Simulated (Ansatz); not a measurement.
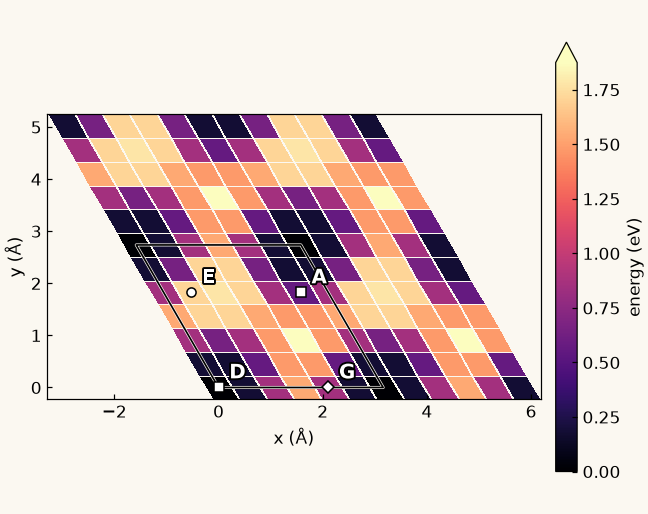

S on a two-dimensional sheet of WS₂ (12 atoms of substrate and one adsorbate in a 2 × 2 cell). S is moved over the surface cell; relaxed at each place: the height of the adsorbate's atoms; substrate rigid; the origin of the map has the adsorbate above S9. Places are given modulo a cell vector. The map is drawn in real space over the plane of the surface. The scan uses a 6 × 6 grid; 10 points were computed and 26 follow by symmetry. Places are given in fractions of the 1 × 1 surface cell. Energies: eV, counted from the lowest grid point. Energies and slopes of some neighbouring points disagree (a jump in structure or state, or too coarse a mesh). The magnetic moment jumps between some neighbouring points. These are results of Ansatz 0.2.0, DFT PBE+D3(BJ), scalar-relativistic, plane waves, PAW, not measurements. Settings: cutoff 420 eV, k-mesh 6×6×1, gaussian smearing 0.05 eV, spin-polarised.

In the figure: one coloured cell a grid point, the outline of one cell of the 2 × 2 shown, one colour for all values above the top of the scale, lettered points.

Rank the lettered points by energy, lowest first.

D (0.00 eV), A (0.56 eV), G (0.85 eV), E (1.71 eV).

PAW datasets: the set soft_1.
